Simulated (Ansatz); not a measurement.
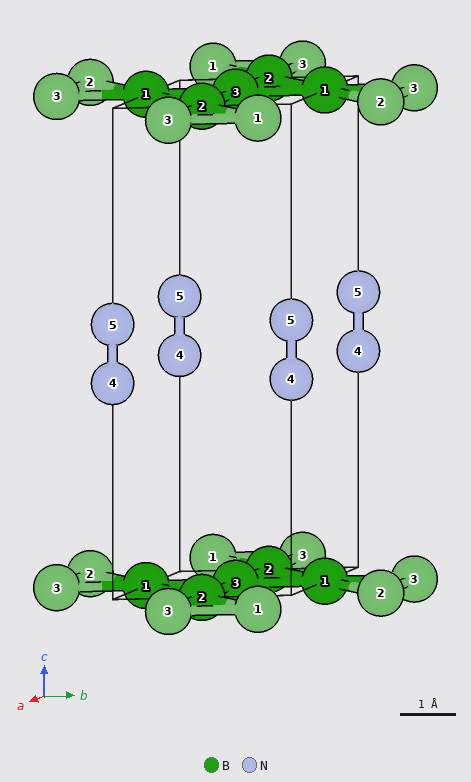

The starting structure (ball-and-stick view of the cell of the calculation, seen slightly off an axis; neighbours outside the cell are drawn fainter; atoms are numbered from 1 in the order of the input). An atom can appear more than once, as a periodic image. Near neighbours in the periodic cell (some may lie outside the picture): B has 4 B at 1.67 Å; N has 1 N at 1.10 Å.

**Geometry relaxation, with input and output: B3N2**

B3N2 (P6/mmm, 5 atoms in the cell), computed with DFT PBE, scalar-relativistic, plane waves, PAW, no spin polarisation (Ansatz 0.2.0).

The structure was made by a generator, so it may or may not be a known phase. Figures and captions count atoms from 1; the log counts them from 0 in places.

Input
```yaml
crystal:
  lattice:
    - [3.3361559065, 0.0, 0.0]
    - [-1.6680779532, 2.889195766, 0.0]
    - [0.0, 0.0, 9.2018840875]
  atoms:
    - { symbol: B, position: [0.5, 0.0, 0.0] }
    - { symbol: B, position: [0.0, 0.5, 0.0] }
    - { symbol: B, position: [0.5, 0.5, 0.0] }
    - { symbol: "N", position: [0.0, 0.0, 0.44012493] }
    - { symbol: "N", position: [0.0, 0.0, 0.55987507] }
basis:
  ecutwfc: 420
kpoints:
  mp_grid: { grid: [12, 12, 4] }
hamiltonian:
  xc: pbe
scf:
  occupations: { method: gaussian, width: 0.1 }
output:
  forces: true
  stress: true
  eigenvalues: true
  write_density: true
  write_potential: true
  elf: true
  volumetric_format: npy
relax:
  adjacent_minimum: "off"
  f_tol: 0.01
  max_steps: 80
  cell: { stress_tol: 0.05 }
```

Hardware: 1 thread of Intel Xeon @ 2.50GHz (Skylake/Cascade Lake), 189 GiB of memory available, shared host.

Launch command:
```bash
ansatz run input.yaml --threads 1 --pin off --max-ram 2560MiB --backend cpu --events-out ev --progress --plain --runs-dir out
```

Output
```
Engine: ansatz 0.2.0, x86_64-unknown-linux-gnu
Pseudopotentials: kind: paw
Pseudopotential: B, paw, valence charge 3, recommended cutoff 420 eV (normal), B.paw.azcp
Pseudopotential: N, paw, valence charge 5, recommended cutoff 420 eV (normal), N.paw.azcp
Functional definition: PBE
  parameter kappa = 0.804
  parameter beta = 0.06672455060314922
  exchange = pbe_x(kappa = kappa, mu = beta*pi^2/3)
  correlation = pbe_c(beta = beta)
Crystal: 5 atoms, lattice volume = 88.695 Å³
Basis set: ecut = 420 eV, 1747 PW (Γ), exchange–correlation on 48×48×128 points (8 copies of the dense FFT grid, shifted against one another)
Bands: 15, of which v1, the nominal top of the filled ones, is band 10 counted from 1 (9 counted from 0)
Symmetry: 24 space group operations
Space group: P6/mmm (ITA 191), of the structure as read, at distance tolerance 4.5e-5 Å
k-points: 57 of 576
Non-local potential: B, projectors of the file, l = 0: 2, l = 1: 2, l = 2: 1
Non-local potential: N, projectors of the file, l = 0: 2, l = 1: 2, l = 2: 1
PAW form: soft (Blöchl's): semilocal exchange-correlation on the pseudo side does not see the compensation charge
PAW one-centre angular grid: B, 110 points (default); XC on 64 Gauss nodes
PAW one-centre angular grid: N, 110 points (default); XC on 64 Gauss nodes
Initial density: superposition of atomic densities (neutral atoms: chi_scale 0, normalization atom), corrected by the library's trained network
Initial wavefunctions: pseudopotential atomic-orbital guess
Functional: x = pbe(κ = 0.804, μ = 0.2195149727645171), c = pbe(β = 0.06672455060314922)
SCF iter   1: F=—  HF=-1232.950062 eV  |F-HF|=—  |Δ(HF+E_count)|=         —  Δρ=8.82e-3  dr2=5.91e-2  ethr=1.77e-3  ⟨swp⟩=5.8  Hψ=4922  notcnv=0
preconditioner: auto → LDOS  [insulator: Δε(μ)=0.111 eV  Ē_g=10.131 eV  σ=0.100 eV  W_gap=0.57  n_scr=6 (ndim 8)  ℏωp=16.3 eV  f_vac=0.222  D(μ)=2.11/eV (n_scr^D=6)  ε∞_Penn≈3.6  β→1.0]
SCF iter   2: F=—  HF=-1232.934995 eV  |F-HF|=—  |Δ(HF+E_count)|=   1.51e-2  Δρ=3.31e-3  dr2=6.18e-3  ethr=3.11e-4  ⟨swp⟩=2.3  Hψ=2033  notcnv=0  defer=70
SCF iter   3: F=—  HF=-1232.935649 eV  |F-HF|=—  |Δ(HF+E_count)|=   6.54e-4  Δρ=1.42e-3  dr2=1.40e-3  ethr=3.25e-5  ⟨swp⟩=2.0  Hψ=1524  notcnv=0  defer=70
SCF iter   4: F=—  HF=-1232.935298 eV  |F-HF|=—  |Δ(HF+E_count)|=   3.51e-4  Δρ=3.62e-4  dr2=7.78e-5  ethr=7.39e-6  ⟨swp⟩=2.1  Hψ=1471  notcnv=0  defer=70
SCF iter   5: F=—  HF=-1232.935261 eV  |F-HF|=—  |Δ(HF+E_count)|=   3.69e-5  Δρ=9.26e-5  dr2=4.90e-6  ethr=4.10e-7  ⟨swp⟩=2.3  Hψ=1343  notcnv=0  defer=70
SCF iter   6: F=—  HF=-1232.935261 eV  |F-HF|=—  |Δ(HF+E_count)|=   4.82e-7  Δρ=1.17e-5  dr2=1.17e-7  ethr=2.58e-8  ⟨swp⟩=2.3  Hψ=1235  notcnv=0  defer=70
SCF iter   7: F=-1232.935261 eV  HF=-1232.935261 eV  |F-HF|=8.22e-10  |Δ(HF+E_count)|=   6.20e-9  Δρ=2.66e-6  dr2=4.79e-9  ethr=5.26e-10  ⟨swp⟩=13.5  Hψ=6093  notcnv=0
SCF 1 converged in 7 iterations: F = -1232.935261 eV  dr2 = 4.79e-9
  greatest PAW one-centre occupation: 0.857 electrons in one spin orbital (limit 2), on the N atom at site 4 (counted from 0), in its partial waves of l = 0
relax step   1: F+E_penalty+E_count = -1232.93526137 eV  Δ(F+E_penalty+E_count) = +0.000e0 eV  max|allowed force component| = 4.557e-3 eV/Å  Δτ_max = 0.0000 Å  P = +0.006 GPa  Ω = 88.695 Å³  (7 SCF iters, dr2 threshold 1.00e-7 eV, accepted)
Initial density: handed on by an earlier stage of this run
Initial wavefunctions: pseudopotential atomic-orbital guess (no wavefunctions were taken with the density)
iter 1 solved again at ethr=3.85e-8 eV; its pass at ethr=3.10e-3 eV (dr2=7.32e-6 eV) is discarded
SCF iter   1: F=—  HF=-1232.935313 eV  |F-HF|=—  |Δ(HF+E_count)|=         —  Δρ=2.82e-6  dr2=5.96e-9  ethr=3.85e-8  ⟨swp⟩=3.9  Hψ=7595  notcnv=0
preconditioner: auto → LDOS  [metal: Δε(μ)=0.043 eV  Ē_g=10.179 eV  σ=0.100 eV  W_gap=0.23  n_scr=6 (ndim 8)  ℏωp=16.3 eV  f_vac=0.223  D(μ)=2.89/eV (n_scr^D=24)  β→1.0]
SCF iter   2: F=—  HF=-1232.935261 eV  |F-HF|=—  |Δ(HF+E_count)|=   5.14e-5  Δρ=1.24e-6  dr2=6.70e-10  ethr=3.13e-11  ⟨swp⟩=2.9  Hψ=1623  notcnv=0
SCF iter   3: F=—  HF=-1232.935261 eV  |F-HF|=—  |Δ(HF+E_count)|=   1.80e-9  Δρ=4.60e-7  dr2=1.37e-10  ethr=3.53e-12  ⟨swp⟩=2.0  Hψ=1294  notcnv=0
SCF iter   4: F=-1232.935261 eV  HF=-1232.935261 eV  |F-HF|=1.09e-11  |Δ(HF+E_count)|=  1.93e-11  Δρ=1.15e-7  dr2=6.65e-12  ethr=1.00e-12  ⟨swp⟩=7.5  Hψ=4396  notcnv=0
SCF 2 converged in 4 iterations: F = -1232.935261 eV  dr2 = 6.65e-12
relax step   2: F+E_penalty+E_count = -1232.93526138 eV  Δ(F+E_penalty+E_count) = -9.989e-10 eV  max|allowed force component| = 4.563e-3 eV/Å  Δτ_max = 0.0000 Å  P = +0.006 GPa  Ω = 88.695 Å³  stress off target by 4.41e-2 GPa  SCF on the basis re-selected at this cell (its energy is not comparable with the rows above)  (4 SCF iters)
```

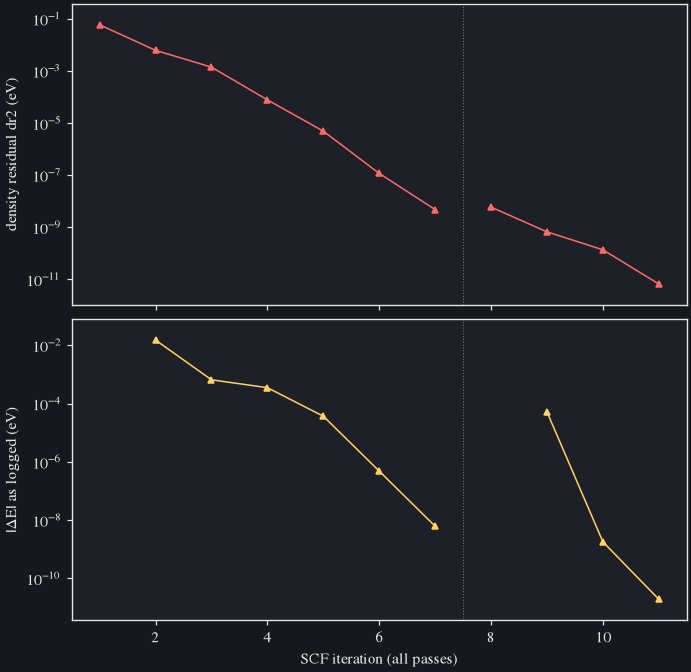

Convergence of the self-consistent field: density residual dr2 and size of the energy change against the SCF iteration. The dotted lines part the SCF passes of the relaxation: geometry steps, rejected trials and re-solves on a re-selected basis. The passes take 7 and 4 iterations.

```
basis re-selected at this cell: Δ(F+E_penalty+E_count) = -9.989e-10 eV, ΔP = +0.000 GPa vs the last step (what re-selecting the basis moved, of the pressure what is left beyond the Pulay correction that the steps carried, after the strain that the cell walked since its last selection, with what the two solves' SCF thresholds leave and, on support functions, any second-order correction that the steps lacked; it is no measure of the basis error at this ecutwfc). This SCF's stress stands 4.41e-2 GPa from its target on what of the cell is left free (relax.cell.stress_tol is 5.00e-2 GPa) and its largest allowed force component is 4.56e-3 eV/Å (relax.f_tol is 1.00e-2 eV/Å): within both
SCF converged after 4 iterations
Free energy (F): -1232.935261 eV
Harris-Foulkes:  -1232.935261 eV  (|F-HF|=1.09e-11)
Internal energy: -1232.920787 eV  (E = F + TS)
E sigma→0 (E₀):  -1232.928024 eV
Entropy (-TS):   -0.014475 eV (-2.895 meV/atom)
Fermi energy:    0.253779 eV
--- Per-component energies (eV) ---
  E_band       = -139.652793
  E_kinetic    = 392.988215
  E_local      = -1075.446406  (includes V_loc(G=0)·N_el)
  E_nonlocal   = 132.080338
  E_hartree    = 356.659254
  E_xc         = -208.503980
  E_vxc        = -255.829926  (∫ρ·V_xc dr)
  E_paw        = -490.669273  (= ΣΔE_a)
  E_vpaw       = -46.763619  (= ΣTr[D̂ρ^β])
  E_aug_tail   = 0.000169  (compensation charges beyond the density's cutoff)
  E_ewald      = -340.029104
  E_smearing   = -0.014475  (= −TS)
  E_closure    = 0.000000  (closes the sum)
  Σ components = -1232.935261   (vs F -1232.935261, Δ=0.00e0)
--- Forces (eV/Å), atoms counted from 1 ---
  atom   1  B      0.00000000     0.00000000     0.00000000
  atom   2  B      0.00000000     0.00000000     0.00000000
  atom   3  B     -0.00000000     0.00000000     0.00000000
  atom   4  N      0.00000000    -0.00000000    -0.00456293
  atom   5  N      0.00000000     0.00000000     0.00456293
  max |Σ_I F_I| component: 1.45e-19 eV/Å
--- Stress (GPa, compression-positive) ---
       -0.012369      -0.000000       0.000000
        0.000000      -0.012369       0.000000
        0.000000       0.000000       0.044073
  P = ⅓ Tr σ = 0.0064 GPa (0.064 kbar)
--- Band table (eV; the first three rows and the last of 57) ---
  k-point 0: bands = ["-22.8100", "-11.7564", "-8.3503", "-5.7989", "-5.5679", "-5.5679", "-5.1958", "-3.3685", "0.0455", "0.0455", "4.2959", "4.2959", "5.8362", "6.4688", "6.4688"]
  k-point 1: bands = ["-22.8100", "-11.7565", "-8.3480", "-5.7989", "-5.5678", "-5.5678", "-5.2093", "-3.3520", "0.0455", "0.0455", "4.2956", "4.2956", "5.7345", "6.4688", "6.4688"]
  k-point 2: bands = ["-22.8102", "-11.7567", "-8.3457", "-5.7991", "-5.5680", "-5.5680", "-5.2223", "-3.3354", "0.0453", "0.0453", "4.2955", "4.2955", "5.6408", "6.4689", "6.4689"]
  k-point 56: bands = ["-22.6450", "-8.6529", "-8.6529", "-7.8599", "-6.4319", "-6.4319", "-5.2870", "-4.5056", "1.0868", "1.0868", "3.1227", "3.1227", "3.9219", "3.9219", "5.6086"]
--- Relaxed structure (1 steps of the walk, 1 accepted, 1 SCFs on fresh bases) ---
  F+E_penalty+E_count = -1232.93526138 eV   max|allowed force component| = 4.563e-3 eV/Å   (the final SCF, on the basis selected at the relaxed cell)
  cell:  # Å, volume = 88.6952 Å³
    - [3.336155906491627, -2.8867531717236967e-11, 0.0]
    - [-1.6680779532208134, 2.889195766021685, 0.0]
    - [0.0, 0.0, 9.2018840875]
  atoms:
    - { symbol: B, position: [0.5, 8.077935669463161e-28, 0.0] }
    - { symbol: B, position: [0.0, 0.5, 0.0] }
    - { symbol: B, position: [0.5, 0.49999999999999994, 0.0] }
    - { symbol: N, position: [0.0, 0.0, 0.44012493] }
    - { symbol: N, position: [0.0, 0.0, 0.55987507] }
```

Trajectory as extended XYZ (Å, eV, eV/Å), 2 frames, from step=1 to step=2
```
5
Lattice="3.3362 0.0000 0.0000 -1.6681 2.8892 0.0000 0.0000 0.0000 9.2019" Properties=species:S:1:pos:R:3:forces:R:3 step=1 energy=-1232.93526 pressure_GPa=0.01
B     1.6681    0.0000    0.0000    0.0000   0.0000   0.0000
B    -0.8340    1.4446    0.0000    0.0000   0.0000   0.0000
B     0.8340    1.4446    0.0000    0.0000   0.0000   0.0000
N     0.0000    0.0000    4.0500    0.0000   0.0000  -0.0046
N     0.0000    0.0000    5.1519    0.0000   0.0000   0.0046
5
Lattice="3.3362 0.0000 0.0000 -1.6681 2.8892 0.0000 0.0000 0.0000 9.2019" Properties=species:S:1:pos:R:3:forces:R:3 step=2 energy=-1232.93526 pressure_GPa=0.01
B     1.6681    0.0000    0.0000    0.0000   0.0000   0.0000
B    -0.8340    1.4446    0.0000    0.0000   0.0000   0.0000
B     0.8340    1.4446    0.0000    0.0000   0.0000   0.0000
N     0.0000    0.0000    4.0500    0.0000   0.0000  -0.0046
N     0.0000    0.0000    5.1519    0.0000   0.0000   0.0046
```

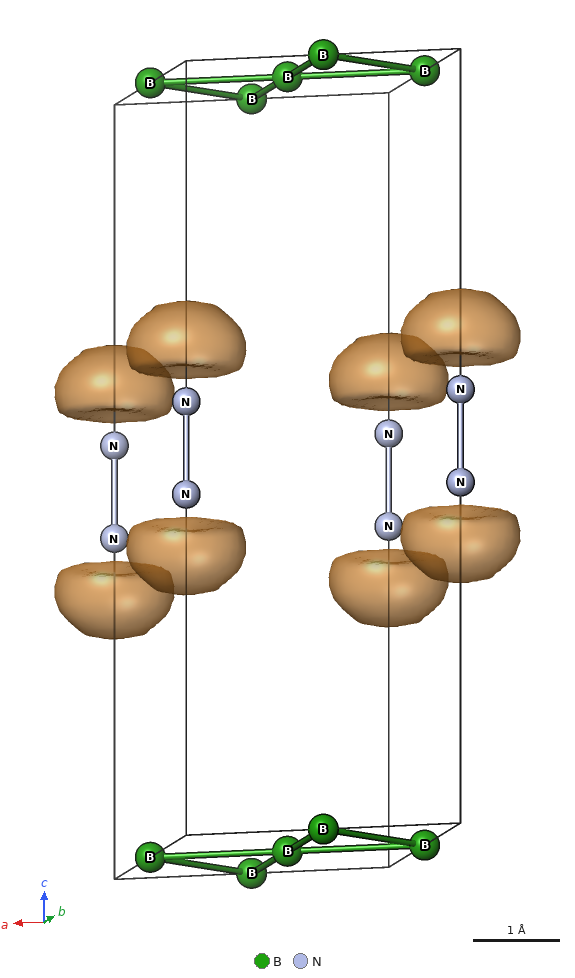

Isosurface of the ELF at 0.9 (orange), seen at an oblique angle. Only the valence region is drawn (cores and ρ < 0.01 e/Å³ removed). Sticks mark near contacts. The outline is the cell set on symmetry axes. Values along the shortest contacts: N–N (1.10 Å): the ELF peaks at about 0.85 between the atoms (inside overlapping PAW spheres, so only a guide); a multiple bond by its length, whose ELF region spreads away from the axis. B–B (1.67 Å): the ELF peaks at about 0.85 between the atoms, which marks a shared electron pair. In a PAW calculation such maps are meaningful between the atoms, not at the nuclei.

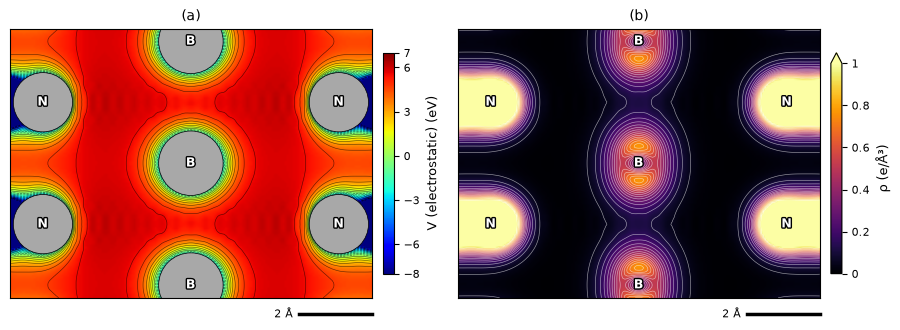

(a) electrostatic potential energy of an electron; (b) valence pseudo-density on the (11̄0) plane of the conventional cell. Grey discs, where drawn, cover atomic cores. The density dies away to nearly zero in the voids. Outside the cores the potential energy rises away from the atoms and is highest about 1.7 Å from the nearest atoms; outside the discs it spans about 14 eV, and its zero is arbitrary.

Summary

```tsv
quantity	value
outcome	converged
space group (tolerance 0.01 Å)	P6/mmm (191)
electrons treated	19
free energy	−1232.9353 eV
Fermi energy	0.254 eV
gap on the k-point mesh	none (metallic)
pressure	0.01 GPa
final volume	88.70 Å³
largest force (length of the vector) at the end	0.005 eV/Å
final cell	a = 3.336 Å, b = 3.336 Å, c = 9.202 Å, α = 90.00°, β = 90.00°, γ = 120.00°
wall time	23 s
peak memory	0.4 GiB
```

The cell holds an odd number of electrons but the run has no spin polarisation, so a band is left half filled.
